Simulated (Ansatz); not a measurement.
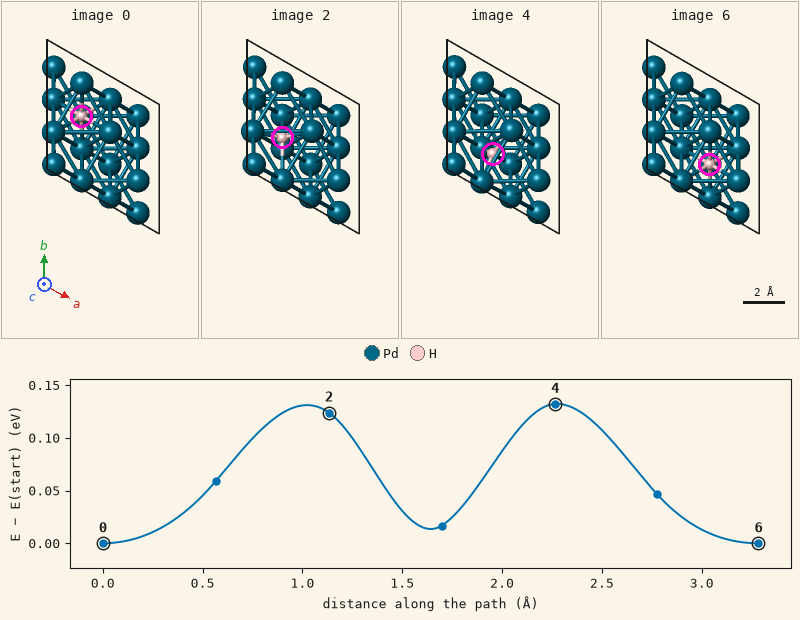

NEB run on a defect cell of composition HPd16 (17 atoms in the cell). Images are numbered from 0 (start) to 6 (end). A ball-and-stick model of the simulation cell (origin moved), seen along the c axis. The moving atom is ringed, with any periodic copies. Bonds to atoms that aren't drawn are left out.

The calculation used DFT r2SCAN, scalar-relativistic, plane waves, PAW in Ansatz.

Input file:
```yaml
crystal:
  lattice:
    - [-3.9074846957, -3.9074846957, -3.9074846957]
    - [-3.9074846957, 3.9074846957, 3.9074846957]
    - [3.9074846957, 3.9074846957, -3.9074846957]
  atoms:
    - { symbol: Pd, position: [0.7529284015, 0.0001202707, 0.2528867214] }
    - { symbol: Pd, position: [0.5000301367, 4.1556e-05, 0.5000282068] }
    - { symbol: Pd, position: [0.2472298694, 0.0001196473, 0.747188673] }
    - { symbol: Pd, position: [0.7500030344, 0.4999933297, 0.7499994213] }
    - { symbol: Pd, position: [0.7528319873, 0.2528694692, 4.07287e-05] }
    - { symbol: Pd, position: [0.5000854775, 0.252929796, 0.2528476535] }
    - { symbol: Pd, position: [0.2499965685, 0.249992056, 0.4999918185] }
    - { symbol: Pd, position: [-3.0344e-06, 0.2500012205, 0.7500005787] }
    - { symbol: Pd, position: [1.04333e-05, 4.16754e-05, 1.02742e-05] }
    - { symbol: Pd, position: [0.7499958695, 0.7499925328, 0.4999928237] }
    - { symbol: Pd, position: [0.5000773611, 0.7472261394, 0.7471519942] }
    - { symbol: Pd, position: [0.5000320145, 0.5000008422, 1.09702e-05] }
    - { symbol: Pd, position: [0.249990351, 0.4999932606, 0.249986847] }
    - { symbol: Pd, position: [-1.29575e-05, 0.4999991578, 0.4999658818] }
    - { symbol: Pd, position: [0.2471861896, 0.7472182084, 3.45388e-05] }
    - { symbol: Pd, position: [-4.0235e-06, 0.749986984, 0.2499873537] }
    - { symbol: H, position: [0.4978590451, -0.0027884404, -0.0007578717] }
basis:
  ecutwfc: 500
  xc_grid: 3
kpoints:
  mp_grid: { grid: [4, 4, 4], shift: [0.5, 0.5, 0.5] }
hamiltonian:
  xc: r2scan
scf:
  occupations: { method: gaussian, width: 0.1 }
output:
  forces: true
neb:
  images: 5
  f_tol: 0.05
  max_iterations: 70
  order_check: false
  final_atoms:
    - { symbol: Pd, position: [0.7500345388, 0.0028483493, 0.2528163305] }
    - { symbol: Pd, position: [0.5000005787, 3.6131e-06, 0.4999993582] }
    - { symbol: Pd, position: [0.2499928237, -3.0458e-06, 0.7500002909] }
    - { symbol: Pd, position: [0.7500407287, 0.4972087415, 0.7471712595] }
    - { symbol: Pd, position: [0.7500102742, 0.2499998409, -3.14012e-05] }
    - { symbol: Pd, position: [0.4999994213, 0.2499963869, 0.2500060916] }
    - { symbol: Pd, position: [0.2500282068, 0.2499980701, 0.4999866508] }
    - { symbol: Pd, position: [-1.3153e-05, 0.249996496, 0.7499935863] }
    - { symbol: Pd, position: [0.0028476535, 0.002762176, -8.21425e-05] }
    - { symbol: Pd, position: [0.7500109702, 0.7499789558, 0.5000101281] }
    - { symbol: Pd, position: [0.497188673, 0.7499588036, 0.7470690257] }
    - { symbol: Pd, position: [0.4971519942, 0.497074633, -7.41452e-05] }
    - { symbol: Pd, position: [0.2499918185, 0.49999525, 0.2499997625] }
    - { symbol: Pd, position: [-1.26463e-05, 0.4999913771, 0.5000003697] }
    - { symbol: Pd, position: [0.2499658818, 0.7499788393, -3.3276e-05] }
    - { symbol: Pd, position: [0.0028867214, 0.7499583199, 0.2527664507] }
    - { symbol: H, position: [0.7492421283, -0.2486169168, 0.0020305687] }
```

Launched with:
```bash
ansatz run input.yaml --threads 8 --pin off --max-ram 20480MiB --backend cpu --events-out ev --progress --plain --runs-dir out
```

What happens along the path, and what is the barrier?

Answer. The barrier is about 0.132 eV in both directions, with image 4 at the top; the ends have the same energy. The profile has 2 maxima (images 2, 4) with a dip at image 3 (+0.017 eV), so the process runs in steps. The path has more than one stage, and so few images may leave a stage unresolved. The H atom travels furthest, 2.75 Å from end to end, along [1 −1 0], on a path that bends up to 0.90 Å away from the straight line. At the highest image its nearest neighbour (Pd) is 1.69 Å away, against 1.96 Å at the start, and the surrounding atoms stand up to 0.10 Å off the mean of their end positions. The band converged in 13 iterations. The largest component of the band force went from 3.6 to 0.04 eV/Å. The climbing image converged on the top of the path. Its curvatures weren't checked.

Limits of the set-up: the periodic images lie only 6.8 Å apart, so the values are limited by the cell's size.

The run took 29 min on 8 threads of Intel(R) Xeon(R) 6975P-C (Granite Rapids) (shared host), peak memory 8.5 GiB.
